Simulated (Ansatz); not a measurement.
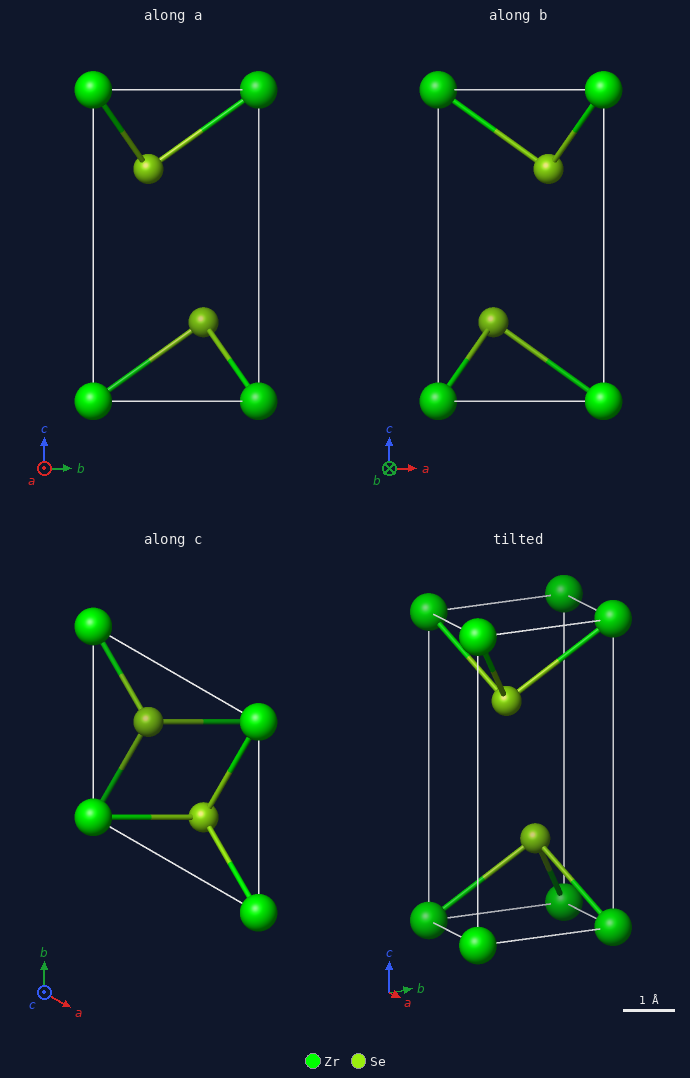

A ball-and-stick rendering, viewed along the a axis, along the b axis, along the c axis and slightly off an axis. Lines trace the edges of the conventional unit cell.

Lattice parameters: a = 3.7881 Å, b = 3.7881 Å, c = 6.1801 Å, α = 90.000°, β = 90.000°, γ = 120.000°.

> Express the structure as a CIF in P1 with every atom of the cell, with free fractional coordinates to two decimals.

```cif
data_structure
_symmetry_space_group_name_H-M 'P 1'
_symmetry_Int_Tables_number 1
_cell_length_a 3.7881
_cell_length_b 3.7881
_cell_length_c 6.1801
_cell_angle_alpha 90.000
_cell_angle_beta 90.000
_cell_angle_gamma 120.000
_cell_volume 76.80
loop_
_atom_site_label
_atom_site_type_symbol
_atom_site_fract_x
_atom_site_fract_y
_atom_site_fract_z
_atom_site_occupancy
Zr1 Zr 0.00 0.00 0.00 1
Se1 Se 0.3333 0.6667 0.25 1
Se2 Se 0.6667 0.3333 0.75 1
```

The structure comes from a structure type filled with these elements by a generator (whether the compound takes this form wasn't checked). Earlier steps of the study may have refined or changed the cell and positions. A calculation with Ansatz used it as input.
